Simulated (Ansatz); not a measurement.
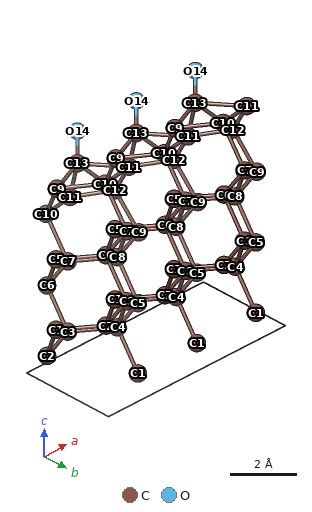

A slab of composition C$_{13}$O (cut from the Fd-3m phase), before the constrained relaxation. The picture is a ball-and-stick view of the 3 × 1 repeat of the cell, outlined in the plane, without the vacuum, seen from a free direction.

Case: CO put at a hollow C-C-C site. The slab is the (1 1 0) face of C with CO on it. 6 atoms are held fixed.

All numbers below come from DFT PBEsol, scalar-relativistic, plane waves, PAW (Ansatz).

Input file:
```yaml
crystal:
  lattice:
    - [2.5129226041, 0.0, 0.0]
    - [0.0, 3.5538092279, 0.0]
    - [0.0, 0.0, 26.4323065103]
  atoms:
    - { symbol: C, position: [0.5, 0.0, 0.3215761741] }
    - { symbol: C, position: [0.0, 0.25, 0.3215761741] }
    - { symbol: C, position: [0.0, 0.5, 0.3691112351] }
    - { symbol: C, position: [0.5, 0.75, 0.3691112351] }
    - { symbol: C, position: [0.5, 0.0, 0.4166462961] }
    - { symbol: C, position: [0.0, 0.25, 0.4166462961] }
    - { symbol: C, position: [0.0, 0.5012213665, 0.4639707316] }
    - { symbol: C, position: [0.5, 0.7487786335, 0.4639707316] }
    - { symbol: C, position: [0.5, 0.0097937655, 0.5127526596] }
    - { symbol: C, position: [0.0, 0.2402062345, 0.5127526596] }
    - { symbol: C, position: [0.0, 0.5296167306, 0.5526411805] }
    - { symbol: C, position: [0.5, 0.7203832694, 0.5526411805] }
    - { symbol: C, position: [0.5, 0.2598722435, 0.5617209784] }
    - { symbol: O, position: [0.5, 0.2598722435, 0.6052283431] }
basis:
  ecutwfc: 420
kpoints:
  mp_grid: { grid: [11, 8, 1] }
hamiltonian:
  xc: pbesol
scf:
  occupations: { method: gaussian, width: 0.05 }
output:
  forces: true
  eigenvalues: true
relax:
  adjacent_minimum: "off"
  f_tol: 0.03
  max_steps: 70
  constraints: [{ sites: [0, 1, 2, 3, 4, 5] }]
efield:
  axis: 3
  dipole_correction: true
  ramp_width: 0.04
```

Command:
```bash
ansatz run input.yaml --threads 1 --pin off --max-ram 2560MiB --backend cpu --events-out ev --progress --plain --runs-dir out
```

Predict the outcome.

Answer. Over 11 accepted moves (12 points after the start) the energy falls by 12.197 eV per cell of the calculation. Largest force component: 9.4 eV/Å at the start, 0.021 eV/Å at the end. 1 step only repeated the SCF at the same geometry. The largest move is that of O14, 1.39 Å at 37° to the normal (+c side). Largest moves by element: O 1.39 Å, C 1.37 Å. The cell doesn't change. Near-neighbour distances that change, for instance: C12–C13 1.654 → 2.790 Å, C10–C13 1.805 → 2.825 Å, C9–C13 1.570 → 2.420 Å, C11–C13 1.599 → 2.378 Å. New bonds form: C12–C13 (another periodic image) (1.93 → 1.52 Å). Bonds break: C12–C13 (1.65 → 2.79 Å). Among the angles between lasting bonds that change: C12–C11–C12 123.3° → 109.5°, C7–C10–C11 100.0° → 110.4°, C8–C9–C12 100.0° → 109.3°. Cost: 19 min on 1 thread of Intel(R) Xeon(R) Processor @ 2.50GHz (Skylake/Cascade Lake) (shared host), peak memory 0.56 GiB.

After the run, drawn alike:

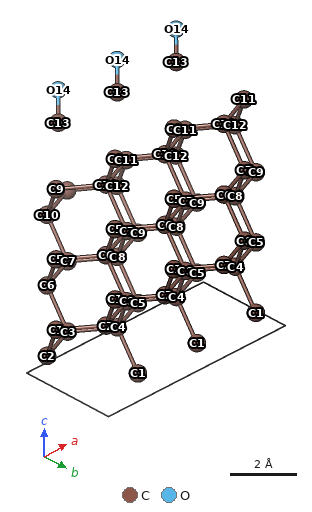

Limits of the set-up: the periodic images lie only 2.5 Å apart, so the values are limited by the cell's size.
